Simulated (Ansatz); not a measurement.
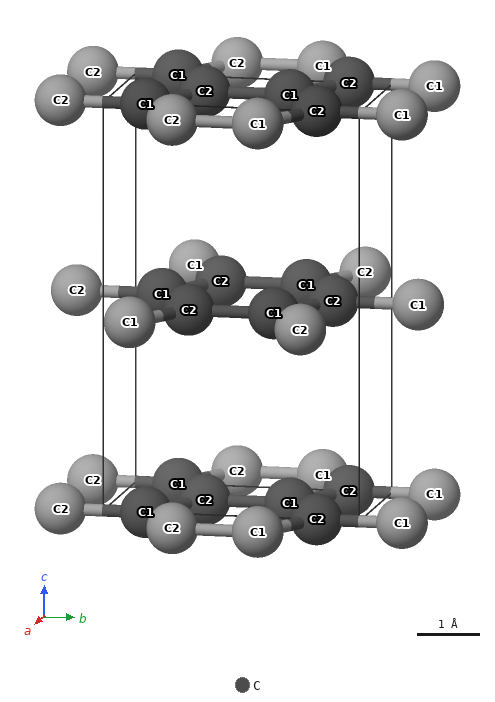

The structure (ball-and-stick view of the cell 4 times as large as that of the calculation, set on its symmetry axes, seen slightly off an axis; neighbours outside the cell are drawn fainter; atoms are numbered from 1 in the order of the input). An atom can appear more than once, as a periodic image.

**Two runs on C**

System: C (Fmmm, 2 atoms in the cell).
Method of the first run: DFT LDA, scalar-relativistic, plane waves, PAW, no spin polarisation (Ansatz 0.2.0).

The structure derives from an entry of the Crystallography Open Database. Text and figures count atoms from 1; the logs count them from 0 in places.

## The input, the first run
```yaml
crystal:
  lattice:
    - [0.0, 2.1166507492, 3.3597492418]
    - [1.2227846677, 0.0, 3.3597492418]
    - [1.2227846677, 2.1166507492, 0.0]
  atoms:
    - { symbol: C, position: [0.1667065656, 0.8332934344, 0.1667065656] }
    - { symbol: C, position: [0.8332934344, 0.1667065656, 0.8332934344] }
basis:
  ecutwfc: 420
kpoints:
  mp_grid: { grid: [16, 16, 16] }
hamiltonian:
  xc: lda
scf:
  occupations: { method: gaussian, width: 0.03 }
output:
  forces: true
  stress: true
  eigenvalues: true
  write_density: true
  write_potential: true
  elf: true
  volumetric_format: npy
```

Command:
```bash
ansatz run input.yaml --threads 1 --pin off --max-ram 2560MiB --backend cpu --events-out ev --progress --plain --runs-dir out
```

Hardware: 1 thread of Arm Neoverse V2, 128 GiB of memory available, shared host.

## Output, shortened to warnings, some set-up lines, iterations and results (the first run)
```
Basis set: ecut = 420 eV, 329 PW (Γ)
Symmetry: 8 space group operations
k-points: 621 of 4096
Initial density: superposition of atomic densities (neutral atoms: chi_scale 0, normalization atom), corrected by the library's trained network
[...]
SCF iter   1: F=—  HF=-485.964001 eV  |F-HF|=—  |Δ(HF+E_count)|=         —  Δρ=5.84e-3  dr2=1.98e-3  ethr=1.77e-3  ⟨swp⟩=4.4  Hψ=32292  notcnv=0
SCF iter   2: F=—  HF=-485.963983 eV  |F-HF|=—  |Δ(HF+E_count)|=   1.76e-5  Δρ=2.82e-3  dr2=4.69e-4  ethr=2.48e-5  ⟨swp⟩=1.7  Hψ=10705  notcnv=0
SCF iter   3: F=—  HF=-485.963905 eV  |F-HF|=—  |Δ(HF+E_count)|=   7.82e-5  Δρ=1.82e-4  dr2=6.93e-6  ethr=5.86e-6  ⟨swp⟩=1.0  Hψ=4968  notcnv=0
SCF iter   4: F=—  HF=-485.963902 eV  |F-HF|=—  |Δ(HF+E_count)|=   3.04e-6  Δρ=7.22e-5  dr2=1.23e-6  ethr=8.66e-8  ⟨swp⟩=2.2  Hψ=7124  notcnv=0
SCF iter   5: F=-485.963901 eV  HF=-485.963901 eV  |F-HF|=7.04e-9  |Δ(HF+E_count)|=   5.49e-7  Δρ=9.41e-6  dr2=1.17e-8  ethr=1.53e-8  ⟨swp⟩=2.3  Hψ=7348  notcnv=0
SCF iter   6: F=-485.963901 eV  HF=-485.963901 eV  |F-HF|=6.13e-10  |Δ(HF+E_count)|=   4.31e-9  Δρ=2.83e-6  dr2=9.45e-10  ethr=1.47e-10  ⟨swp⟩=5.6  Hψ=24274  notcnv=0
SCF 1 converged in 6 iterations: F = -485.963901 eV  dr2 = 9.45e-10
SCF converged after 6 iterations
Free energy (F): -485.963901 eV
Harris-Foulkes:  -485.963901 eV  (|F-HF|=6.13e-10)
Internal energy: -485.963901 eV  (E = F + TS)
E sigma→0 (E₀):  -485.963901 eV
Fermi energy:    6.758384 eV
--- Per-component energies (eV) ---
  E_band       = -18.140122
  E_kinetic    = 183.079222
  E_local      = -311.350562  (includes V_loc(G=0)·N_el)
  E_nonlocal   = 57.150247
  E_hartree    = 93.523426
  E_xc         = -95.349898
  E_vxc        = -118.559514  (∫ρ·V_xc dr)
  E_paw        = -183.927495  (= ΣΔE_a)
  E_vpaw       = -15.505941  (= ΣTr[D̂ρ^β])
  E_aug_tail   = 0.000019  (compensation charges beyond the density's cutoff)
  E_ewald      = -229.214526
  E_core_change = 0.125665  (= ΣΔE_core)
  E_smearing   = -0.000000  (= −TS)
  E_closure    = 0.000000  (closes the sum)
  Σ components = -485.963901   (vs F -485.963901, Δ=0.00e0)
--- Forces (eV/Å), atoms counted from 1 ---
  atom   1  C      0.00000000    -0.02420577     0.00000000
  atom   2  C     -0.00000000     0.02420577    -0.00000000
  max |Σ_I F_I| component: 3.47e-18 eV/Å
--- Stress (GPa, compression-positive) ---
        0.116358      -0.000000      -0.000000
       -0.000000      -0.183657      -0.000000
       -0.000000      -0.000000       0.140738
  P = ⅓ Tr σ = 0.0245 GPa (0.245 kbar)
```

The input of the second run differs as follows (lines with − go, lines with + come):
```diff
-  mp_grid: { grid: [16, 16, 16] }
+  mp_grid: { grid: [18, 18, 18] }
-  write_density: true
-  write_potential: true
-  elf: true
-  volumetric_format: npy
```

What does this change do to the results?

The free energy of the second run is 0.16 meV per atom higher, which measures how much it depends on this numerical setting. The gap on the mesh goes from 0.21 to 0.08 eV. The largest force goes from 0.024 to 0.003 eV/Å. The number of SCF iterations is the same. The irreducible k-points go from 621 to 865.

## Output, shortened to warnings, some set-up lines, iterations and results (the second run)
```
Basis set: ecut = 420 eV, 329 PW (Γ)
Symmetry: 8 space group operations
k-points: 865 of 5832
Initial density: superposition of atomic densities (neutral atoms: chi_scale 0, normalization atom), corrected by the library's trained network
[...]
SCF iter   1: F=—  HF=-485.963682 eV  |F-HF|=—  |Δ(HF+E_count)|=         —  Δρ=5.85e-3  dr2=2.00e-3  ethr=1.77e-3  ⟨swp⟩=4.4  Hψ=45004  notcnv=0
SCF iter   2: F=—  HF=-485.963658 eV  |F-HF|=—  |Δ(HF+E_count)|=   2.40e-5  Δρ=2.82e-3  dr2=4.72e-4  ethr=2.50e-5  ⟨swp⟩=1.7  Hψ=14863  notcnv=0
SCF iter   3: F=—  HF=-485.963579 eV  |F-HF|=—  |Δ(HF+E_count)|=   7.87e-5  Δρ=1.83e-4  dr2=7.10e-6  ethr=5.90e-6  ⟨swp⟩=1.0  Hψ=6920  notcnv=0
SCF iter   4: F=—  HF=-485.963577 eV  |F-HF|=—  |Δ(HF+E_count)|=   2.33e-6  Δρ=7.28e-5  dr2=1.26e-6  ethr=8.87e-8  ⟨swp⟩=2.1  Hψ=9824  notcnv=0
SCF iter   5: F=-485.963576 eV  HF=-485.963576 eV  |F-HF|=9.20e-9  |Δ(HF+E_count)|=   5.62e-7  Δρ=1.02e-5  dr2=1.46e-8  ethr=1.57e-8  ⟨swp⟩=2.3  Hψ=10204  notcnv=0
SCF iter   6: F=-485.963576 eV  HF=-485.963576 eV  |F-HF|=6.69e-10  |Δ(HF+E_count)|=   5.70e-9  Δρ=2.93e-6  dr2=1.03e-9  ethr=1.83e-10  ⟨swp⟩=2.2  Hψ=22993  notcnv=0
SCF 1 converged in 6 iterations: F = -485.963576 eV  dr2 = 1.03e-9
SCF converged after 6 iterations
Free energy (F): -485.963576 eV
Harris-Foulkes:  -485.963576 eV  (|F-HF|=6.69e-10)
Internal energy: -485.963572 eV  (E = F + TS)
E sigma→0 (E₀):  -485.963574 eV
Entropy (-TS):   -0.000004 eV (-0.002 meV/atom)
Fermi energy:    6.858206 eV
--- Per-component energies (eV) ---
  E_band       = -18.145233
  E_kinetic    = 183.075417
  E_local      = -311.341662  (includes V_loc(G=0)·N_el)
  E_nonlocal   = 57.150062
  E_hartree    = 93.517680
  E_xc         = -95.349025
  E_vxc        = -118.558372  (∫ρ·V_xc dr)
  E_paw        = -183.927203  (= ΣΔE_a)
  E_vpaw       = -15.505590  (= ΣTr[D̂ρ^β])
  E_aug_tail   = 0.000019  (compensation charges beyond the density's cutoff)
  E_ewald      = -229.214526
  E_core_change = 0.125665  (= ΣΔE_core)
  E_smearing   = -0.000004  (= −TS)
  E_closure    = -0.000000  (closes the sum)
  Σ components = -485.963576   (vs F -485.963576, Δ=0.00e0)
--- Forces (eV/Å), atoms counted from 1 ---
  atom   1  C      0.00000000    -0.00270681     0.00000000
  atom   2  C     -0.00000000     0.00270681    -0.00000000
  max |Σ_I F_I| component: 4.34e-19 eV/Å
--- Stress (GPa, compression-positive) ---
        0.004131      -0.000000      -0.000000
       -0.000000       0.018997      -0.000000
       -0.000000      -0.000000       0.018102
  P = ⅓ Tr σ = 0.0137 GPa (0.137 kbar)
```

## The two runs side by side

```csv
quantity,the first run,the second run
outcome,converged,converged
free energy per atom (eV),−242.9820,−242.9818
gap on the mesh (eV),0.21,0.08
pressure (GPa),0.02,0.01
largest force (eV/Å),0.024,0.003
SCF iterations,6,6
irreducible k-points,621,865
plane waves at Γ,329,329
wall time (shared host),7.1 s,6.9 s
```
